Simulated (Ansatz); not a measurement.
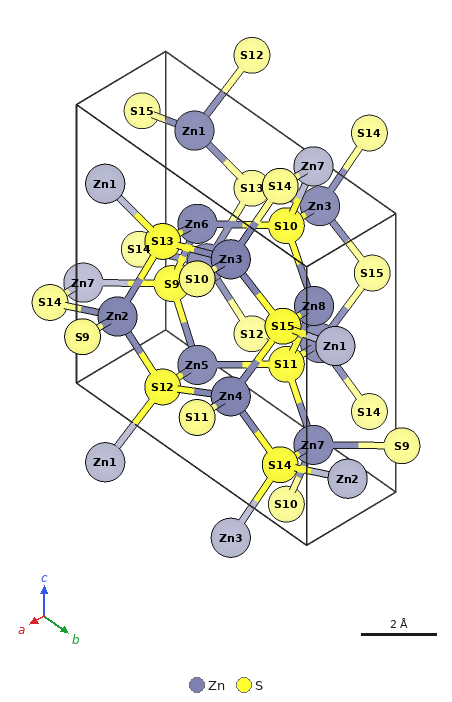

The starting structure (ball-and-stick view of the cell of the calculation, seen slightly off an axis; neighbours outside the cell are drawn fainter; atoms are numbered from 1 in the order of the input). An atom can appear more than once, as a periodic image. Near neighbours in the periodic cell (some may lie outside the picture): Zn has 3 S at 2.37 to 2.58 Å; Zn has 4 S at 2.35 to 2.41 Å; S has 4 Zn at 2.35 to 2.58 Å.

**Geometry relaxation, with input and output: Zn$_{8}$S$_{7}$ (charge +1) (part 1 of 3)**

System: Zn$_{8}$S$_{7}$ (defect cell, 15 atoms in the cell, total charge +1).
Method: DFT PBE, scalar-relativistic, plane waves, PAW, spin-polarised (Ansatz 0.2.0).

The structure derives from a Materials Project entry. It belongs to a series of runs on one base structure; here: S vacancy (site b), charge +1, atoms relaxed at the host's cell. Figures and captions count atoms from 1; the log counts them from 0 in places.

## Input
```yaml
crystal:
  lattice:
    - [0.0, 0.0, 6.3046430491]
    - [-3.8440669358, -6.6581192403, 0.0]
    - [7.6881338714, -1.0e-10, 0.0]
  atoms:
    - { symbol: Zn, position: [0.107533092, 0.1666666667, 0.8333333333], spin: 0.25 }
    - { symbol: Zn, position: [-0.0169898898, 0.1719244174, 0.3359622087] }
    - { symbol: Zn, position: [-0.0169898898, 0.6640377913, 0.8280755826] }
    - { symbol: Zn, position: [-0.0169898898, 0.6640377913, 0.3359622087] }
    - { symbol: Zn, position: [0.4980302469, 0.3311506473, 0.1623012947], spin: 0.25 }
    - { symbol: Zn, position: [0.4980302469, 0.3311506473, 0.6688493527], spin: 0.25 }
    - { symbol: Zn, position: [0.4929691804, 0.8333333333, 0.1666666667] }
    - { symbol: Zn, position: [0.4980302469, 0.8376987053, 0.6688493527], spin: 0.25 }
    - { symbol: S, position: [0.3649899535, 0.1681119997, 0.3340559999] }
    - { symbol: S, position: [0.3649899535, 0.6659440001, 0.8318880003] }
    - { symbol: S, position: [0.3649899535, 0.6659440001, 0.3340559999] }
    - { symbol: S, position: [0.8735523692, 0.325802703, 0.151605406] }
    - { symbol: S, position: [0.8735523692, 0.325802703, 0.674197297] }
    - { symbol: S, position: [0.8660163621, 0.8333333333, 0.1666666667] }
    - { symbol: S, position: [0.8735523692, 0.848394594, 0.674197297] }
  host:
    lattice:
      - [3.8440669357, 0.0, 0.0]
      - [-1.9220334678, 3.3290596202, 0.0]
      - [0.0, 0.0, 6.3046430491]
    atoms:
      - { symbol: Zn, position: [0.3333333333, 0.6666666667, 0.0002666737] }
      - { symbol: Zn, position: [0.6666666667, 0.3333333333, 0.5002666737] }
      - { symbol: S, position: [0.3333333333, 0.6666666667, 0.3747333263] }
      - { symbol: S, position: [0.6666666667, 0.3333333333, 0.8747333263] }
total_charge: 1
basis:
  ecutwfc: 420
  xc_grid: 2
kpoints:
  mp_grid: { grid: [2, 2, 2], shift: [0.0, 0.0, 0.0] }
hamiltonian:
  xc: pbe
scf:
  occupations: { method: gaussian, width: 0.01 }
output:
  forces: true
  stress: false
  eigenvalues: true
  populations: true
  charged_corrections:
    defect_position: [0.37473333, 0.16666667, 0.83333333]
    epsilon: [[9.0008, 0.0, 0.0], [0.0, 9.0008, 0.0], [0.0, 0.0, 9.6061]]
  write_density: true
  write_potential: true
  elf: true
  volumetric_format: npy
magnetization:
  spin_polarized: true
relax:
  adjacent_minimum: "off"
  f_tol: 0.025
  max_steps: 45
```

Launch command:
```bash
ansatz run input.yaml --threads 4 --pin off --max-ram 10240MiB --backend cpu --events-out ev --progress --plain --runs-dir out
```

## The program's output
```
Engine: ansatz 0.2.0, aarch64-unknown-linux-gnu
Pseudopotentials: kind: paw
Pseudopotential: Zn, paw, valence charge 12, recommended cutoff 420 eV (normal), Zn.paw.azcp
Pseudopotential: S, paw, valence charge 6, recommended cutoff 420 eV (normal), S.paw.azcp
Functional definition: PBE
  parameter kappa = 0.804
  parameter beta = 0.06672455060314922
  exchange = pbe_x(kappa = kappa, mu = beta*pi^2/3)
  correlation = pbe_c(beta = beta)
Crystal: 15 atoms, lattice volume = 322.725 Å³
Basis set: ecut = 420 eV, 6315 PW (Γ), exchange–correlation on 90×108×108 points (8 copies of the dense FFT grid, shifted against one another)
Bands: 84, of which v1, the nominal top of the filled ones, is band 69 counted from 1 (68 counted from 0)
Symmetry: 6 space group operations
Space group: P3m1 (ITA 156), of the structure as read, at distance tolerance 6.9e-5 Å
Magnetic group: BNS 156.49 (UNI 1279), of the structure as read, at distance tolerance 6.9e-5 Å
k-points: 4 of 8
Non-local potential: Zn, projectors of the file, l = 0: 2, l = 1: 2, l = 2: 3, l = 3: 1
Non-local potential: S, projectors of the file, l = 0: 2, l = 1: 2, l = 2: 2
PAW form: soft (Blöchl's): semilocal exchange-correlation on the pseudo side does not see the compensation charge
PAW one-centre angular grid: Zn, 590 points (default); XC on 64 Gauss nodes
PAW one-centre angular grid: S, 110 points (default); XC on 64 Gauss nodes
Initial density: superposition of atomic densities (chi_scale 0.1, normalization cell, long waves kept (reshape's long-wave potential 0.10 eV rms))
Starting moments: Σ|m| = 1 μB on 4 of 15 sites
Initial wavefunctions: pseudopotential atomic-orbital guess
Functional: x = pbe(κ = 0.804, μ = 0.2195149727645171), c = pbe(β = 0.06672455060314922)
SCF iter   1: F=—  HF=-32883.325935 eV  |F-HF|=—  |Δ(HF+E_count)|=         —  Δρ=4.02e-2 (↑2.51e-2 ↓4.02e-2)  dr2=7.13e0  dr2_m=4.69e-1  M=0.352 μB ∫|m|=0.356 μB  β_m=0.30  ethr=3.10e-3  ⟨swp⟩=6.0  Hψ=2544  notcnv=0  defer=22
preconditioner: auto → Resta (q_TF=auto, 2.365 Å⁻¹)  ε∞=5.8  [insulator: Δε(μ)=0.057 eV  Ē_g=10.999 eV  σ=0.010 eV  W_gap=0.80  n_scr=70 (ndim 8)  ℏωp=24.2 eV  f_vac=0.009  D(μ)=26.30/eV (n_scr^D=294)  ε∞_Penn≈5.8]
spin=Collinear: Resta preconditioning applied to the charge; magnetization (m = ρ↑ − ρ↓) channel mixes plain (no charge-response kernel on spin).
SCF iter   2: F=—  HF=-32881.681068 eV  |F-HF|=—  |Δ(HF+E_count)|=    1.64e0  Δρ=2.26e-2 (↑1.34e-2 ↓2.26e-2)  dr2=2.34e0  dr2_m=2.34e-1  M=0.500 μB ∫|m|=0.502 μB  β_m=0.30  ethr=3.10e-3  ⟨swp⟩=2.0  Hψ=1329  notcnv=0  defer=63
SCF iter   3: F=—  HF=-32881.002715 eV  |F-HF|=—  |Δ(HF+E_count)|=   6.78e-1  Δρ=8.43e-3 (↑7.10e-3 ↓8.43e-3)  dr2=2.95e-1  dr2_m=1.16e-1  M=0.500 μB ∫|m|=0.504 μB  β_m=0.30  ethr=1.71e-3  ⟨swp⟩=2.9  Hψ=1311  notcnv=0  defer=59
SCF iter   4: F=—  HF=-32880.965360 eV  |F-HF|=—  |Δ(HF+E_count)|=   3.74e-2  Δρ=5.88e-3 (↑5.88e-3 ↓3.94e-3)  dr2=3.80e-2  dr2_m=6.09e-2  M=0.500 μB ∫|m|=0.507 μB  β_m=0.30  ethr=2.15e-4  ⟨swp⟩=2.9  Hψ=1265  notcnv=0  defer=59
SCF iter   5: F=—  HF=-32880.990715 eV  |F-HF|=—  |Δ(HF+E_count)|=   2.54e-2  Δρ=4.44e-3 (↑4.44e-3 ↓2.74e-3)  dr2=2.36e-2  dr2_m=3.12e-2  M=0.586 μB ∫|m|=0.594 μB  β_m=0.30  ethr=2.77e-5  ⟨swp⟩=2.1  Hψ=1091  notcnv=0  defer=59
SCF iter   6: F=—  HF=-32880.993172 eV  |F-HF|=—  |Δ(HF+E_count)|=   2.46e-3  Δρ=2.59e-3 (↑2.59e-3 ↓2.20e-3)  dr2=4.18e-3  dr2_m=1.64e-2  M=0.500 μB ∫|m|=0.515 μB  β_m=0.30  ethr=1.72e-5  ⟨swp⟩=2.2  Hψ=854  notcnv=0  defer=65
SCF iter   7: F=—  HF=-32880.995504 eV  |F-HF|=—  |Δ(HF+E_count)|=   2.33e-3  Δρ=1.94e-3 (↑1.94e-3 ↓1.56e-3)  dr2=2.29e-3  dr2_m=8.51e-3  M=0.558 μB ∫|m|=0.572 μB  β_m=0.30  ethr=3.05e-6  ⟨swp⟩=2.2  Hψ=890  notcnv=0  defer=65
SCF iter   8: F=—  HF=-32880.998253 eV  |F-HF|=—  |Δ(HF+E_count)|=   2.75e-3  Δρ=1.42e-3 (↑1.08e-3 ↓1.42e-3)  dr2=5.43e-4  dr2_m=4.47e-3  M=0.559 μB ∫|m|=0.576 μB  β_m=0.30  ethr=1.67e-6  ⟨swp⟩=2.0  Hψ=1220  notcnv=0  defer=65
SCF iter   9: F=—  HF=-32880.999362 eV  |F-HF|=—  |Δ(HF+E_count)|=   1.11e-3  Δρ=1.07e-3 (↑7.77e-4 ↓1.07e-3)  dr2=1.08e-3  dr2_m=2.41e-3  M=0.596 μB ∫|m|=0.613 μB  β_m=0.30  ethr=3.96e-7  ⟨swp⟩=2.0  Hψ=921  notcnv=0  defer=65
SCF iter  10: F=—  HF=-32880.999755 eV  |F-HF|=—  |Δ(HF+E_count)|=   3.93e-4  Δρ=7.54e-4 (↑5.81e-4 ↓7.54e-4)  dr2=3.87e-4  dr2_m=1.27e-3  M=0.591 μB ∫|m|=0.611 μB  β_m=0.30  ethr=3.96e-7  ⟨swp⟩=2.0  Hψ=884  notcnv=0  defer=65
SCF iter  11: F=—  HF=-32880.999887 eV  |F-HF|=—  |Δ(HF+E_count)|=   1.32e-4  Δρ=5.00e-4 (↑4.61e-4 ↓5.00e-4)  dr2=9.03e-5  dr2_m=6.77e-4  M=0.590 μB ∫|m|=0.611 μB  β_m=0.30  ethr=2.83e-7  ⟨swp⟩=2.2  Hψ=1013  notcnv=0  defer=65
Mixer restart at iter 11: flushing history
spin-set hold released at iteration 11 (site moments contracting): the magnetisation degrees of freedom join the quasi-Newton model from the next iteration; the mixer history was flushed
SCF iter  12: F=—  HF=-32881.000071 eV  |F-HF|=—  |Δ(HF+E_count)|=   1.84e-4  Δρ=3.88e-4 (↑3.63e-4 ↓3.88e-4)  dr2=3.62e-4  dr2_m=3.99e-4  M=0.613 μB ∫|m|=0.634 μB  β_m=0.65  ethr=6.59e-8  ⟨swp⟩=2.0  Hψ=1009  notcnv=0  defer=65
SCF iter  13: F=—  HF=-32881.000317 eV  |F-HF|=—  |Δ(HF+E_count)|=   2.46e-4  Δρ=1.46e-4 (↑1.46e-4 ↓1.30e-4)  dr2=3.02e-5  dr2_m=5.04e-5  M=0.602 μB ∫|m|=0.626 μB  β_m=0.77  ethr=6.59e-8  ⟨swp⟩=2.2  Hψ=1177  notcnv=0  defer=65
SCF iter  14: F=—  HF=-32881.000383 eV  |F-HF|=—  |Δ(HF+E_count)|=   6.59e-5  Δρ=1.44e-4 (↑1.17e-4 ↓1.44e-4)  dr2=3.68e-4  dr2_m=2.65e-5  M=0.643 μB ∫|m|=0.668 μB  β_m=0.66  ethr=1.14e-8  ⟨swp⟩=18.4  Hψ=7337  notcnv=0  recentre
SCF iter  15: F=—  HF=-32881.000363 eV  |F-HF|=—  |Δ(HF+E_count)|=   2.02e-5  Δρ=4.43e-5 (↑4.43e-5 ↓4.37e-5)  dr2=7.72e-6  dr2_m=3.27e-6  M=0.614 μB ∫|m|=0.640 μB  β_m=0.58  ethr=1.14e-8  ⟨swp⟩=9.2  Hψ=5172  notcnv=0
SCF iter  16: F=—  HF=-32881.000363 eV  |F-HF|=—  |Δ(HF+E_count)|=   1.70e-7  Δρ=2.39e-5 (↑1.87e-5 ↓2.39e-5)  dr2=6.42e-6  dr2_m=7.69e-7  M=0.613 μB ∫|m|=0.640 μB  β_m=0.79  ethr=5.64e-9  ⟨swp⟩=11.4  Hψ=5992  notcnv=0
SCF iter  17: F=—  HF=-32881.000363 eV  |F-HF|=—  |Δ(HF+E_count)|=   4.58e-8  Δρ=1.22e-5 (↑9.40e-6 ↓1.22e-5)  dr2=1.89e-6  dr2_m=1.94e-7  M=0.615 μB ∫|m|=0.641 μB  β_m=0.90  ethr=4.69e-9  ⟨swp⟩=8.5  Hψ=4131  notcnv=0
SCF iter  18: F=-32881.000363 eV  HF=-32881.000363 eV  |F-HF|=2.01e-7  |Δ(HF+E_count)|=   8.18e-8  Δρ=3.63e-6 (↑3.51e-6 ↓3.63e-6)  dr2=1.19e-7  dr2_m=3.06e-9  M=0.616 μB ∫|m|=0.642 μB  ethr=1.38e-9  ⟨swp⟩=9.4  Hψ=4442  notcnv=0
SCF 1 converged in 18 iterations: F = -32881.000363 eV  dr2 = 1.19e-7
  greatest PAW one-centre occupation: 0.986 electrons in one spin orbital (limit 2), on the Zn atom at site 0 (counted from 0), in its partial waves of l = 2
relax step   1: F+E_penalty+E_count = -32881.00036256 eV  Δ(F+E_penalty+E_count) = +0.000e0 eV  max|allowed force component| = 1.425e0 eV/Å  Δτ_max = 0.0000 Å  (18 SCF iters, dr2 threshold 1.56e-5 eV, accepted)
Initial density: handed on by an earlier stage of this run
Starting moments: Σ|m| = 1 μB on 4 of 15 sites; this step starts from the density that it was given
Initial wavefunctions: those handed on with the density
iter 1 solved again at ethr=2.02e-4 eV; its pass at ethr=3.10e-3 eV (dr2=2.76e-1 eV) is discarded
SCF iter   1: F=—  HF=-32881.583966 eV  |F-HF|=—  |Δ(HF+E_count)|=         —  Δρ=1.18e-2 (↑2.96e-3 ↓1.18e-2)  dr2=2.80e-1  dr2_m=9.08e-2  M=0.500 μB ∫|m|=0.530 μB  β_m=0.30  ethr=2.02e-4  ⟨swp⟩=1.0  Hψ=2563  notcnv=0  defer=64
preconditioner: auto → Resta (q_TF=auto, 2.365 Å⁻¹)  ε∞=6.7  [insulator: Δε(μ)=0.083 eV  Ē_g=10.118 eV  σ=0.010 eV  W_gap=0.67  n_scr=70 (ndim 8)  ℏωp=24.2 eV  f_vac=0.049  D(μ)=19.28/eV (n_scr^D=192)  ε∞_Penn≈6.7]
spin=Collinear: Resta preconditioning applied to the charge; magnetization (m = ρ↑ − ρ↓) channel mixes plain (no charge-response kernel on spin).
SCF iter   2: F=—  HF=-32881.525980 eV  |F-HF|=—  |Δ(HF+E_count)|=   5.80e-2  Δρ=7.97e-3 (↑1.92e-3 ↓7.97e-3)  dr2=1.17e-1  dr2_m=4.50e-2  M=0.500 μB ∫|m|=0.529 μB  β_m=0.57  ethr=2.02e-4  ⟨swp⟩=2.0  Hψ=1034  notcnv=0  defer=64
SCF iter   3: F=—  HF=-32881.496043 eV  |F-HF|=—  |Δ(HF+E_count)|=   2.99e-2  Δρ=1.16e-3 (↑7.01e-4 ↓1.16e-3)  dr2=4.36e-3  dr2_m=9.11e-4  M=0.500 μB ∫|m|=0.527 μB  β_m=0.51  ethr=8.51e-5  ⟨swp⟩=3.0  Hψ=1226  notcnv=0  defer=69
SCF iter   4: F=—  HF=-32881.494544 eV  |F-HF|=—  |Δ(HF+E_count)|=   1.50e-3  Δρ=3.73e-4 (↑3.73e-4 ↓2.59e-4)  dr2=9.61e-4  dr2_m=1.30e-4  M=0.500 μB ∫|m|=0.527 μB  β_m=0.76  ethr=3.18e-6  ⟨swp⟩=2.0  Hψ=1212  notcnv=0  defer=69
SCF iter   5: F=—  HF=-32881.495102 eV  |F-HF|=—  |Δ(HF+E_count)|=   5.58e-4  Δρ=8.13e-5 (↑5.99e-5 ↓8.13e-5)  dr2=6.14e-5  dr2_m=2.72e-6  M=0.500 μB ∫|m|=0.527 μB  β_m=0.82  ethr=7.02e-7  ⟨swp⟩=2.0  Hψ=1180  notcnv=0  defer=69
SCF iter   6: F=-32881.495109 eV  HF=-32881.495127 eV  |F-HF|=1.82e-5  |Δ(HF+E_count)|=   2.54e-5  Δρ=4.58e-5 (↑4.43e-5 ↓4.58e-5)  dr2=2.37e-5  dr2_m=2.76e-8  M=0.500 μB ∫|m|=0.527 μB  ethr=4.48e-8  ⟨swp⟩=16.2  Hψ=6638  notcnv=0
SCF 2 converged in 6 iterations: F = -32881.495109 eV  dr2 = 2.37e-5
relax step   2: F+E_penalty+E_count = -32881.49510878 eV  Δ(F+E_penalty+E_count) = -4.947e-1 eV  max|allowed force component| = 1.010e0 eV/Å  Δτ_max = 0.1988 Å  (6 SCF iters, dr2 threshold 1.00e-4 eV, accepted)
[... from here on the SCF iterations and repeated set-up lines of each step are left out, up to the last step ...]
SCF 3 converged in 7 iterations: F = -32881.752217 eV  dr2 = 1.65e-5
relax step   3: F+E_penalty+E_count = -32881.75221703 eV  Δ(F+E_penalty+E_count) = -2.571e-1 eV  max|allowed force component| = 5.317e-1 eV/Å  Δτ_max = 0.1973 Å  (7 SCF iters, dr2 threshold 6.37e-5 eV, accepted)
SCF 4 converged in 6 iterations: F = -32881.863655 eV  dr2 = 2.03e-5
relax step   4: F+E_penalty+E_count = -32881.86365476 eV  Δ(F+E_penalty+E_count) = -1.114e-1 eV  max|allowed force component| = 2.883e-1 eV/Å  Δτ_max = 0.1948 Å  (6 SCF iters, dr2 threshold 7.84e-5 eV, accepted)
SCF 5 converged in 7 iterations: F = -32881.905033 eV  dr2 = 1.28e-5
relax step   5: F+E_penalty+E_count = -32881.90503295 eV  Δ(F+E_penalty+E_count) = -4.138e-2 eV  max|allowed force component| = 1.137e-1 eV/Å  Δτ_max = 0.2000 Å  (7 SCF iters, dr2 threshold 2.30e-5 eV, accepted)
SCF 6 converged in 10 iterations: F = -32881.932198 eV  dr2 = 5.45e-9
relax step   6: F+E_penalty+E_count = -32881.93219838 eV  Δ(F+E_penalty+E_count) = -2.717e-2 eV  max|allowed force component| = 1.208e-1 eV/Å  Δτ_max = 0.1501 Å  (10 SCF iters, dr2 threshold 2.01e-6 eV, accepted)
SCF 7 converged in 9 iterations: F = -32881.960007 eV  dr2 = 9.08e-8
relax step   7: F+E_penalty+E_count = -32881.96000666 eV  Δ(F+E_penalty+E_count) = -2.781e-2 eV  max|allowed force component| = 8.943e-2 eV/Å  Δτ_max = 0.1951 Å  (9 SCF iters, dr2 threshold 2.27e-6 eV, accepted)
SCF 8 converged in 7 iterations: F = -32881.966427 eV  dr2 = 3.32e-7
relax step   8: F+E_penalty+E_count = -32881.96642691 eV  Δ(F+E_penalty+E_count) = -6.420e-3 eV  max|allowed force component| = 4.640e-2 eV/Å  Δτ_max = 0.0802 Å  (7 SCF iters, dr2 threshold 4.38e-6 eV, accepted)
SCF 9 converged in 10 iterations: F = -32881.962653 eV  dr2 = 1.50e-8
relax step   9: F+E_penalty+E_count = -32881.96265269 eV  Δ(F+E_penalty+E_count) = +3.774e-3 eV  max|allowed force component| = 8.759e-2 eV/Å  Δτ_max = 0.1946 Å  (10 SCF iters, rejected (line search))
SCF 10 converged in 9 iterations: F = -32881.969535 eV  dr2 = 3.23e-8
relax step  10: F+E_penalty+E_count = -32881.96953542 eV  Δ(F+E_penalty+E_count) = -3.109e-3 eV  max|allowed force component| = 2.889e-2 eV/Å  Δτ_max = 0.0973 Å  (9 SCF iters, accepted)
SCF iter   1: F=—  HF=-32881.970150 eV  |F-HF|=—  |Δ(HF+E_count)|=         —  Δρ=9.12e-4 (↑2.63e-4 ↓9.12e-4)  dr2=1.55e-3  dr2_m=6.65e-4  M=0.500 μB ∫|m|=0.516 μB  β_m=0.30  ethr=1.16e-5  ⟨swp⟩=3.8  Hψ=1541  notcnv=0  defer=62
preconditioner: auto → Resta (q_TF=auto, 2.365 Å⁻¹)  ε∞=6.5  [insulator: Δε(μ)=0.115 eV  Ē_g=10.295 eV  σ=0.010 eV  W_gap=0.67  n_scr=70 (ndim 8)  ℏωp=24.2 eV  f_vac=0.081  D(μ)=19.28/eV (n_scr^D=192)  ε∞_Penn≈6.5]
spin=Collinear: Resta preconditioning applied to the charge; magnetization (m = ρ↑ − ρ↓) channel mixes plain (no charge-response kernel on spin).
SCF iter   2: F=—  HF=-32881.969890 eV  |F-HF|=—  |Δ(HF+E_count)|=   2.60e-4  Δρ=6.29e-4 (↑1.86e-4 ↓6.29e-4)  dr2=7.02e-4  dr2_m=3.29e-4  M=0.500 μB ∫|m|=0.516 μB  β_m=0.62  ethr=1.13e-6  ⟨swp⟩=1.6  Hψ=914  notcnv=0  defer=62
SCF iter   3: F=—  HF=-32881.969739 eV  |F-HF|=—  |Δ(HF+E_count)|=   1.51e-4  Δρ=3.71e-5 (↑3.71e-5 ↓3.06e-5)  dr2=1.03e-5  dr2_m=9.22e-7  M=0.500 μB ∫|m|=0.516 μB  β_m=0.70  ethr=5.12e-7  ⟨swp⟩=2.0  Hψ=1152  notcnv=0  defer=62
SCF iter   4: F=—  HF=-32881.969702 eV  |F-HF|=—  |Δ(HF+E_count)|=   3.67e-5  Δρ=2.68e-5 (↑2.68e-5 ↓2.48e-5)  dr2=5.99e-6  dr2_m=1.37e-7  M=0.500 μB ∫|m|=0.516 μB  β_m=0.64  ethr=7.55e-9  ⟨swp⟩=2.0  Hψ=1125  notcnv=0  defer=62
SCF iter   5: F=—  HF=-32881.969701 eV  |F-HF|=—  |Δ(HF+E_count)|=   1.18e-6  Δρ=5.04e-6 (↑4.96e-6 ↓5.04e-6)  dr2=6.31e-7  dr2_m=6.52e-9  M=0.500 μB ∫|m|=0.516 μB  β_m=0.82  ethr=4.37e-9  ⟨swp⟩=2.0  Hψ=1104  notcnv=0  defer=62
SCF iter   6: F=—  HF=-32881.969701 eV  |F-HF|=—  |Δ(HF+E_count)|=   3.87e-7  Δρ=2.26e-6 (↑2.26e-6 ↓2.09e-6)  dr2=1.41e-7  dr2_m=3.03e-10  M=0.500 μB ∫|m|=0.516 μB  β_m=0.91  ethr=7.30e-11  ⟨swp⟩=14.1  Hψ=4676  notcnv=0
SCF iter   7: F=-32881.969701 eV  HF=-32881.969701 eV  |F-HF|=3.06e-9  |Δ(HF+E_count)|=   1.44e-7  Δρ=7.80e-7 (↑7.75e-7 ↓7.80e-7)  dr2=9.69e-9  dr2_m=4.86e-11  M=0.500 μB ∫|m|=0.516 μB  ethr=7.30e-11  ⟨swp⟩=8.8  Hψ=4290  notcnv=0
SCF 11 converged in 7 iterations: F = -32881.969701 eV  dr2 = 9.69e-9
relax step  11: F+E_penalty+E_count = -32881.96970144 eV  Δ(F+E_penalty+E_count) = -1.660e-4 eV  max|allowed force component| = 6.740e-3 eV/Å  Δτ_max = 0.0236 Å  (7 SCF iters, accepted)
```
